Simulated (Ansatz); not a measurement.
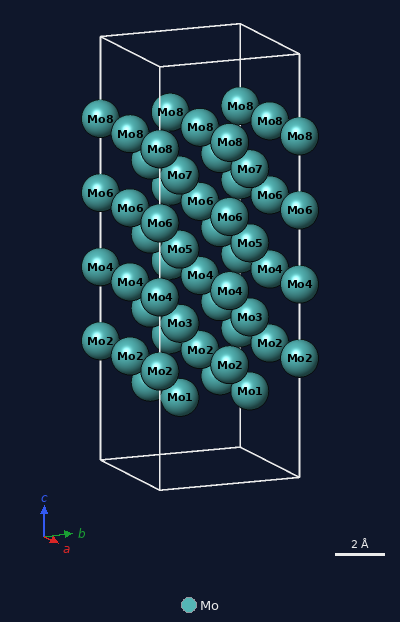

**Figure 1.** The structure as given in the input (spheres-only view of the 2 × 2 repeat of the cell, with the vacuum cut short, seen slightly off an axis; atoms are numbered from 1 in the order of the input). An atom can appear more than once, as a periodic image.

# Geometry relaxation of Mo (part 1 of 3)

System: Mo (slab, 8 atoms in the cell).
Method: DFT PBE, scalar-relativistic, plane waves, PAW, no spin polarisation (Ansatz 0.2.0).

The structure derives from an entry of the Crystallography Open Database. It belongs to a series of runs on one base structure; here: (1 0 0) slab, atoms relaxed. Figures and captions count atoms from 1; the log counts them from 0 in places.

## Input file
```yaml
crystal:
  lattice:
    - [3.1604388711, 0.0, 0.0]
    - [0.0, 3.1604388711, 0.0]
    - [0.0, 0.0, 26.0615360489]
  atoms:
    - { symbol: Mo, position: [0.5, 0.5, 0.2877804281] }
    - { symbol: Mo, position: [0.0, 0.0, 0.3484145915] }
    - { symbol: Mo, position: [0.5, 0.5, 0.4090487549] }
    - { symbol: Mo, position: [0.0, 0.0, 0.4696829183] }
    - { symbol: Mo, position: [0.5, 0.5, 0.5303170817] }
    - { symbol: Mo, position: [0.0, 0.0, 0.5909512451] }
    - { symbol: Mo, position: [0.5, 0.5, 0.6515854085] }
    - { symbol: Mo, position: [0.0, 0.0, 0.7122195719] }
basis:
  ecutwfc: 420
kpoints:
  mp_grid: { grid: [11, 11, 1] }
hamiltonian:
  xc: pbe
scf:
  occupations: { method: gaussian, width: 0.1 }
output:
  forces: true
  eigenvalues: true
  write_density: true
  write_potential: true
  elf: true
  volumetric_format: npy
relax:
  adjacent_minimum: "off"
  f_tol: 0.02
  max_steps: 60
efield:
  axis: 3
  dipole_correction: true
  ramp_width: 0.04
```

Hardware: 1 thread of Intel Xeon @ 2.70GHz, 189 GiB of memory available, shared host.

Launched with:
```bash
ansatz run input.yaml --threads 1 --pin off --max-ram 2560MiB --backend cpu --events-out ev --progress --plain --runs-dir out
```

## The program's output
```
Engine: ansatz 0.2.0, x86_64-unknown-linux-gnu
Pseudopotentials: kind: paw
Pseudopotential: Mo, paw, valence charge 14, recommended cutoff 420 eV (normal), Mo.paw.azcp
Functional definition: PBE
  parameter kappa = 0.804
  parameter beta = 0.06672455060314922
  exchange = pbe_x(kappa = kappa, mu = beta*pi^2/3)
  correlation = pbe_c(beta = beta)
Crystal: 8 atoms, lattice volume = 260.312 Å³
Basis set: ecut = 420 eV, 5127 PW (Γ), exchange–correlation on 48×48×360 points (8 copies of the dense FFT grid, shifted against one another)
Bands: 68, of which v1, the nominal top of the filled ones, is band 56 counted from 1 (55 counted from 0)
Symmetry: 8 space group operations
k-points: 21 of 121
Non-local potential: Mo, projectors of the file, l = 0: 3, l = 1: 2, l = 2: 2, l = 3: 1
PAW form: soft (Blöchl's): semilocal exchange-correlation on the pseudo side does not see the compensation charge
PAW one-centre angular grid: Mo, 590 points (default); XC on 64 Gauss nodes
Initial density: superposition of atomic densities (neutral atoms: chi_scale 0, normalization atom), corrected by the library's trained network
Initial wavefunctions: pseudopotential atomic-orbital guess
Functional: x = pbe(κ = 0.804, μ = 0.2195149727645171), c = pbe(β = 0.06672455060314922)
SCF iter   1: F=—  HF=-39643.868563 eV  |F-HF|=—  |Δ(HF+E_count)|=         —  Δρ=8.95e-3  dr2=1.78e0  ethr=1.77e-3  p=0.000 e·Å  D=9.77e-14 V/Å  ΔV_dip=-0.00 eV  dr2_dipole=6.99e-8  V_vac-E_F(+/−)=4.06/4.06 eV  ⟨swp⟩=8.0  Hψ=6444  notcnv=0
efield: sawtooth ramp at fractional position 0.9800 (placed from the atoms, in the widest stretch of the axis that holds none; the zero of the levels goes with the place), width 0.0400; the density the first Hamiltonian is built on has a dipole p = 0.000 e·Å; the dipole correction subtracts the counter field D = 9.77e-14 V/Å, which shifts the + side's vacuum level by -0.00 eV against the − side's; the planar-averaged density in the ramp window peaks in size at 1.7e-5 e/Å³
preconditioner: auto → LDOS  [metal: Δε(μ)=0.027 eV  Ē_g=3.790 eV  σ=0.100 eV  W_gap=0.15  n_scr=62 (ndim 8)  ℏωp=15.9 eV  f_vac=0.443  D(μ)=6.93/eV (n_scr^D=46)  β→1.0]
SCF iter   2: F=—  HF=-39643.819061 eV  |F-HF|=—  |Δ(HF+E_count)|=   4.95e-2  Δρ=2.68e-3  dr2=7.10e-2  ethr=1.59e-3  p=0.000 e·Å  D=1.26e-6 V/Å  ΔV_dip=-0.00 eV  dr2_dipole=8.41e-7  V_vac-E_F(+/−)=3.94/3.94 eV  ⟨swp⟩=1.7  Hψ=1710  notcnv=0  defer=12
SCF iter   3: F=—  HF=-39643.819042 eV  |F-HF|=—  |Δ(HF+E_count)|=   1.98e-5  Δρ=8.97e-4  dr2=7.60e-3  ethr=6.34e-5  p=-0.000 e·Å  D=-2.08e-6 V/Å  ΔV_dip=0.00 eV  dr2_dipole=2.41e-8  V_vac-E_F(+/−)=3.92/3.92 eV  ⟨swp⟩=2.0  Hψ=1705  notcnv=0  defer=39
SCF iter   4: F=—  HF=-39643.818883 eV  |F-HF|=—  |Δ(HF+E_count)|=   1.59e-4  Δρ=3.99e-4  dr2=1.25e-3  ethr=6.79e-6  p=-0.000 e·Å  D=-2.71e-7 V/Å  ΔV_dip=0.00 eV  dr2_dipole=5.58e-9  V_vac-E_F(+/−)=3.91/3.91 eV  ⟨swp⟩=2.0  Hψ=1849  notcnv=0  defer=24
SCF iter   5: F=—  HF=-39643.818823 eV  |F-HF|=—  |Δ(HF+E_count)|=   5.98e-5  Δρ=1.12e-4  dr2=4.94e-5  ethr=1.12e-6  p=0.000 e·Å  D=8.77e-8 V/Å  ΔV_dip=-0.00 eV  dr2_dipole=2.21e-12  V_vac-E_F(+/−)=3.91/3.91 eV  ⟨swp⟩=2.6  Hψ=1814  notcnv=0  defer=19
iter 6 did not close the SCF: its close was put off until two iterations running show no level that it waits for move by more than its bar (scf_convergence_deferred on its scf_iter line)
SCF iter   6: F=-39643.818834 eV  HF=-39643.818835 eV  |F-HF|=1.48e-6  |Δ(HF+E_count)|=   1.27e-5  Δρ=4.17e-5  dr2=8.15e-6  ethr=8.93e-9  p=0.000 e·Å  D=5.99e-8 V/Å  ΔV_dip=-0.00 eV  dr2_dipole=5.41e-11  V_vac-E_F(+/−)=3.90/3.90 eV  ⟨swp⟩=21.2  Hψ=15705  notcnv=0
SCF iter   7: F=-39643.818838 eV  HF=-39643.818839 eV  |F-HF|=1.69e-7  |Δ(HF+E_count)|=   3.17e-6  Δρ=1.46e-5  dr2=1.13e-6  ethr=7.28e-9  p=0.000 e·Å  D=8.15e-8 V/Å  ΔV_dip=-0.00 eV  dr2_dipole=1.03e-11  V_vac-E_F(+/−)=3.90/3.90 eV  ⟨swp⟩=11.4  Hψ=12261  notcnv=0
SCF 1 converged in 7 iterations: F = -39643.818838 eV  dr2 = 1.13e-6
  greatest PAW one-centre occupation: 0.998 electrons in one spin orbital (limit 2), on the Mo atom at site 0 (counted from 0), in its partial waves of l = 0
relax step   1: F+E_penalty+E_count = -39643.81883845 eV  Δ(F+E_penalty+E_count) = +0.000e0 eV  max|allowed force component| = 1.614e0 eV/Å  Δτ_max = 0.0000 Å  (7 SCF iters, dr2 threshold 1.00e-5 eV, accepted)
Initial density: handed on by an earlier stage of this run
Initial wavefunctions: those handed on with the density
iter 1 solved again at ethr=7.62e-4 eV; its pass at ethr=3.10e-3 eV (dr2=8.53e-1 eV) is discarded
SCF iter   1: F=—  HF=-39644.107858 eV  |F-HF|=—  |Δ(HF+E_count)|=         —  Δρ=1.54e-2  dr2=9.22e-1  ethr=7.62e-4  p=0.000 e·Å  D=8.15e-8 V/Å  ΔV_dip=-0.00 eV  dr2_dipole=2.11e-13  V_vac-E_F(+/−)=3.99/3.99 eV  ⟨swp⟩=1.9  Hψ=5458  notcnv=0  defer=50
efield: sawtooth ramp at fractional position 0.9800 (handed on by an earlier solve), width 0.0400; the density the first Hamiltonian is built on has a dipole p = 0.000 e·Å; the dipole correction subtracts the counter field D = 8.15e-8 V/Å, which shifts the + side's vacuum level by -0.00 eV against the − side's; the planar-averaged density in the ramp window peaks in size at 4.1e-6 e/Å³
eigensolver tolerance schedule calibrated: the retry pair's looser diagonalisation under-reported the residual by θ = 0.07 (0.12/decade); ethr = c·dr2/N_el runs at the constant in force after the calibration composes with the one it found (an armed cap, an earlier calibration), c = 6.7e-2
preconditioner: auto → LDOS  [metal: Δε(μ)=0.029 eV  Ē_g=3.988 eV  σ=0.100 eV  W_gap=0.16  n_scr=62 (ndim 8)  ℏωp=15.9 eV  f_vac=0.461  D(μ)=5.81/eV (n_scr^D=28)  β→1.0]
SCF iter   2: F=—  HF=-39644.133067 eV  |F-HF|=—  |Δ(HF+E_count)|=   2.52e-2  Δρ=1.18e-2  dr2=1.11e0  ethr=5.48e-4  p=-0.000 e·Å  D=-1.98e-7 V/Å  ΔV_dip=0.00 eV  dr2_dipole=3.46e-12  V_vac-E_F(+/−)=3.73/3.73 eV  ⟨swp⟩=3.0  Hψ=2624  notcnv=0  defer=51
SCF iter   3: F=—  HF=-39644.040141 eV  |F-HF|=—  |Δ(HF+E_count)|=   9.29e-2  Δρ=4.33e-3  dr2=1.37e-1  ethr=5.48e-4  p=-0.000 e·Å  D=-8.95e-7 V/Å  ΔV_dip=0.00 eV  dr2_dipole=1.02e-9  V_vac-E_F(+/−)=3.87/3.87 eV  ⟨swp⟩=2.1  Hψ=2240  notcnv=0  defer=64
SCF iter   4: F=—  HF=-39644.029526 eV  |F-HF|=—  |Δ(HF+E_count)|=   1.06e-2  Δρ=7.14e-4  dr2=2.42e-3  ethr=8.16e-5  p=-0.000 e·Å  D=-5.12e-7 V/Å  ΔV_dip=0.00 eV  dr2_dipole=1.46e-10  V_vac-E_F(+/−)=3.86/3.86 eV  ⟨swp⟩=1.9  Hψ=1825  notcnv=0  defer=67
SCF iter   5: F=—  HF=-39644.029309 eV  |F-HF|=—  |Δ(HF+E_count)|=   2.17e-4  Δρ=2.49e-4  dr2=4.28e-4  ethr=1.44e-6  p=-0.000 e·Å  D=-1.66e-8 V/Å  ΔV_dip=0.00 eV  dr2_dipole=3.29e-10  V_vac-E_F(+/−)=3.86/3.86 eV  ⟨swp⟩=2.9  Hψ=2680  notcnv=0  defer=68
SCF iter   6: F=-39644.029344 eV  HF=-39644.029354 eV  |F-HF|=9.42e-6  |Δ(HF+E_count)|=   4.43e-5  Δρ=6.91e-5  dr2=2.67e-5  ethr=5.94e-8  p=-0.000 e·Å  D=-2.64e-8 V/Å  ΔV_dip=0.00 eV  dr2_dipole=3.99e-10  V_vac-E_F(+/−)=3.86/3.86 eV  ⟨swp⟩=20.8  Hψ=15619  notcnv=0
SCF 2 converged in 6 iterations: F = -39644.029344 eV  dr2 = 2.67e-5
  greatest PAW one-centre occupation: 0.999 electrons in one spin orbital (limit 2), on the Mo atom at site 0 (counted from 0), in its partial waves of l = 0
relax step   2: F+E_penalty+E_count = -39644.02934418 eV  Δ(F+E_penalty+E_count) = -2.105e-1 eV  max|allowed force component| = 1.262e0 eV/Å  Δτ_max = 0.1967 Å  (6 SCF iters, dr2 threshold 1.00e-4 eV, accepted)
SCF iter   1: F=—  HF=-39644.145531 eV  |F-HF|=—  |Δ(HF+E_count)|=         —  Δρ=8.83e-3  dr2=5.76e-1  ethr=1.39e-3  p=-0.000 e·Å  D=-2.64e-8 V/Å  ΔV_dip=0.00 eV  dr2_dipole=6.57e-10  V_vac-E_F(+/−)=3.91/3.91 eV  ⟨swp⟩=4.1  Hψ=2900  notcnv=0  defer=69
efield: sawtooth ramp at fractional position 0.9800 (handed on by an earlier solve), width 0.0400; the density the first Hamiltonian is built on has a dipole p = -0.000 e·Å; the dipole correction subtracts the counter field D = -2.64e-8 V/Å, which shifts the + side's vacuum level by +0.00 eV against the − side's; the planar-averaged density in the ramp window peaks in size at 6.4e-6 e/Å³
preconditioner: auto → LDOS  [metal: Δε(μ)=0.050 eV  Ē_g=3.931 eV  σ=0.100 eV  W_gap=0.27  n_scr=62 (ndim 8)  ℏωp=15.9 eV  f_vac=0.455  D(μ)=4.97/eV (n_scr^D=14)  β→1.0]
SCF iter   2: F=—  HF=-39644.214646 eV  |F-HF|=—  |Δ(HF+E_count)|=   6.91e-2  Δρ=1.24e-2  dr2=1.39e0  ethr=5.14e-4  p=-0.000 e·Å  D=-5.57e-8 V/Å  ΔV_dip=0.00 eV  dr2_dipole=4.94e-11  V_vac-E_F(+/−)=3.93/3.93 eV  ⟨swp⟩=2.1  Hψ=2312  notcnv=0  defer=75  recentre
SCF iter   3: F=—  HF=-39644.120639 eV  |F-HF|=—  |Δ(HF+E_count)|=   9.40e-2  Δρ=4.45e-3  dr2=1.56e-1  ethr=5.14e-4  p=-0.000 e·Å  D=-1.68e-7 V/Å  ΔV_dip=0.00 eV  dr2_dipole=4.21e-11  V_vac-E_F(+/−)=3.88/3.89 eV  ⟨swp⟩=2.4  Hψ=2126  notcnv=0  defer=72
SCF iter   4: F=—  HF=-39644.112242 eV  |F-HF|=—  |Δ(HF+E_count)|=   8.40e-3  Δρ=5.97e-4  dr2=2.85e-3  ethr=1.39e-4  p=-0.000 e·Å  D=-7.28e-7 V/Å  ΔV_dip=0.00 eV  dr2_dipole=2.37e-13  V_vac-E_F(+/−)=3.87/3.87 eV  ⟨swp⟩=2.0  Hψ=1701  notcnv=0  defer=72
SCF iter   5: F=—  HF=-39644.111841 eV  |F-HF|=—  |Δ(HF+E_count)|=   4.01e-4  Δρ=1.94e-4  dr2=1.63e-4  ethr=2.54e-6  p=-0.000 e·Å  D=-6.39e-7 V/Å  ΔV_dip=0.00 eV  dr2_dipole=1.43e-12  V_vac-E_F(+/−)=3.86/3.86 eV  ⟨swp⟩=2.9  Hψ=2212  notcnv=0  defer=66
SCF iter   6: F=-39644.111836 eV  HF=-39644.111844 eV  |F-HF|=8.09e-6  |Δ(HF+E_count)|=   2.70e-6  Δρ=5.88e-5  dr2=1.74e-5  ethr=8.89e-8  p=-0.000 e·Å  D=-4.46e-7 V/Å  ΔV_dip=0.00 eV  dr2_dipole=3.64e-11  V_vac-E_F(+/−)=3.85/3.85 eV  ⟨swp⟩=20.7  Hψ=15594  notcnv=0
SCF 3 converged in 6 iterations: F = -39644.111836 eV  dr2 = 1.74e-5
  greatest PAW one-centre occupation: 0.998 electrons in one spin orbital (limit 2), on the Mo atom at site 7 (counted from 0), in its partial waves of l = 0
relax step   3: F+E_penalty+E_count = -39644.11183564 eV  Δ(F+E_penalty+E_count) = -8.249e-2 eV  max|allowed force component| = 1.123e0 eV/Å  Δτ_max = 0.0676 Å  (6 SCF iters, dr2 threshold 9.95e-5 eV, accepted)
SCF iter   1: F=—  HF=-39644.474760 eV  |F-HF|=—  |Δ(HF+E_count)|=         —  Δρ=2.46e-2  dr2=1.12e1  ethr=3.10e-3  p=-0.000 e·Å  D=-4.46e-7 V/Å  ΔV_dip=0.00 eV  dr2_dipole=2.20e-10  V_vac-E_F(+/−)=3.74/3.74 eV  ⟨swp⟩=5.1  Hψ=3700  notcnv=0  defer=13
efield: sawtooth ramp at fractional position 0.9800 (handed on by an earlier solve), width 0.0400; the density the first Hamiltonian is built on has a dipole p = -0.000 e·Å; the dipole correction subtracts the counter field D = -4.46e-7 V/Å, which shifts the + side's vacuum level by +0.00 eV against the − side's; the planar-averaged density in the ramp window peaks in size at 4.7e-6 e/Å³
preconditioner: auto → LDOS  [metal: Δε(μ)=0.008 eV  Ē_g=4.037 eV  σ=0.100 eV  W_gap=0.05  n_scr=62 (ndim 8)  ℏωp=15.9 eV  f_vac=0.465  D(μ)=6.26/eV (n_scr^D=36)  β→1.0]
SCF iter   2: F=—  HF=-39644.303488 eV  |F-HF|=—  |Δ(HF+E_count)|=   1.71e-1  Δρ=1.42e-2  dr2=1.80e0  ethr=3.10e-3  p=0.000 e·Å  D=5.85e-7 V/Å  ΔV_dip=-0.00 eV  dr2_dipole=6.41e-10  V_vac-E_F(+/−)=3.53/3.53 eV  ⟨swp⟩=2.0  Hψ=1931  notcnv=0  defer=65
SCF iter   3: F=—  HF=-39644.238989 eV  |F-HF|=—  |Δ(HF+E_count)|=   6.45e-2  Δρ=1.08e-2  dr2=9.99e-1  ethr=1.61e-3  p=-0.000 e·Å  D=-5.16e-7 V/Å  ΔV_dip=0.00 eV  dr2_dipole=5.89e-11  V_vac-E_F(+/−)=3.86/3.86 eV  ⟨swp⟩=2.5  Hψ=2198  notcnv=0  defer=64
SCF iter   4: F=—  HF=-39644.167095 eV  |F-HF|=—  |Δ(HF+E_count)|=   7.19e-2  Δρ=2.17e-3  dr2=4.11e-2  ethr=8.92e-4  p=-0.000 e·Å  D=-5.16e-7 V/Å  ΔV_dip=0.00 eV  dr2_dipole=9.42e-11  V_vac-E_F(+/−)=3.81/3.81 eV  ⟨swp⟩=2.0  Hψ=1864  notcnv=0  defer=64
SCF iter   5: F=—  HF=-39644.160816 eV  |F-HF|=—  |Δ(HF+E_count)|=   6.28e-3  Δρ=6.51e-4  dr2=2.62e-3  ethr=3.67e-5  p=0.000 e·Å  D=1.15e-7 V/Å  ΔV_dip=-0.00 eV  dr2_dipole=1.26e-9  V_vac-E_F(+/−)=3.79/3.79 eV  ⟨swp⟩=2.0  Hψ=1933  notcnv=0  defer=64
SCF iter   6: F=—  HF=-39644.160642 eV  |F-HF|=—  |Δ(HF+E_count)|=   1.74e-4  Δρ=1.08e-4  dr2=1.15e-4  ethr=2.34e-6  p=0.000 e·Å  D=5.23e-8 V/Å  ΔV_dip=-0.00 eV  dr2_dipole=1.37e-9  V_vac-E_F(+/−)=3.80/3.80 eV  ⟨swp⟩=2.0  Hψ=2011  notcnv=0  defer=64
SCF iter   7: F=-39644.160635 eV  HF=-39644.160636 eV  |F-HF|=1.76e-6  |Δ(HF+E_count)|=   5.79e-6  Δρ=4.25e-5  dr2=6.79e-6  ethr=8.93e-8  p=-0.000 e·Å  D=-1.08e-7 V/Å  ΔV_dip=0.00 eV  dr2_dipole=1.33e-10  V_vac-E_F(+/−)=3.81/3.81 eV  ⟨swp⟩=20.0  Hψ=15410  notcnv=0
SCF 4 converged in 7 iterations: F = -39644.160635 eV  dr2 = 6.79e-6
```
